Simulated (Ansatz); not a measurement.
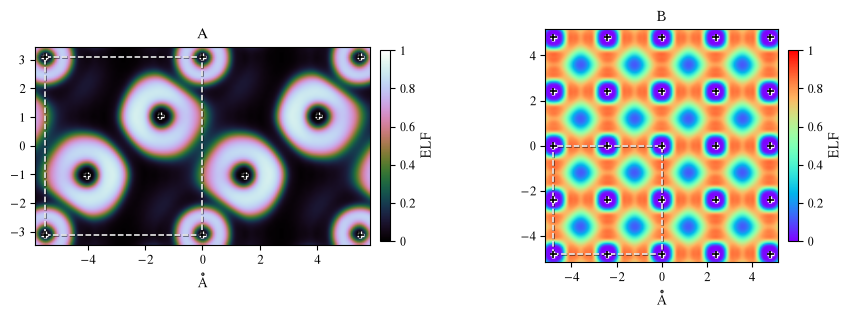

The electron localisation function of 2 systems, each on a plane through atoms (crosses mark nuclei in the plane).

The calculation used Ansatz 0.2.0, DFT PBE+D3(BJ), scalar-relativistic, plane waves, PAW.

System 1: ZrS2, the (110) plane of the conventional cell. Space group P-3m1; computed pressure about 3 GPa in this cell.

```xyz
3
Lattice="3.5854 0.0000 0.0000 -1.7927 3.1050 0.0000 0.0000 0.0000 5.5012" Properties=species:S:1:pos:R:3 pbc="T T T"
Zr    0.0000    0.0000    0.0000
S     0.0000    2.0700    1.4702
S     1.7927    1.0350    4.0310
```

System 2: P, the (010) plane of the conventional cell. Space group P4mm; changed on purpose from its base cell (atom 1 (P) moved -0.200 A towards its neighbour atom 2 (P) at 2.407 A); not relaxed (largest force 1.1 eV/Å).

```
P
1.0
     0.00000   -4.81452    0.00000
    -4.81452    0.00000    0.00000
     0.00000    0.00000   -4.81474
P
8
Direct
  0.50000 0.50000 0.54154
  0.50000 0.50000 0.00000
  0.00000 0.50000 0.50000
  0.00000 0.50000 0.00000
  0.50000 0.00000 0.50000
  0.50000 0.00000 0.00000
  0.00000 0.00000 0.50000
  0.00000 0.00000 0.00000
```

> Match each panel to its system.

Panel A is system 1, ZrS2: the plane holds Zr and S. Zr–S (2.54 Å): the ELF peaks at about 0.85 in the valence shell of S, 0.8 Å from its nucleus, and is about 0.40 at the midpoint. Panel B is system 2, P: the plane holds P. P–P (2.41 Å): the ELF peaks at about 0.85 between the atoms.
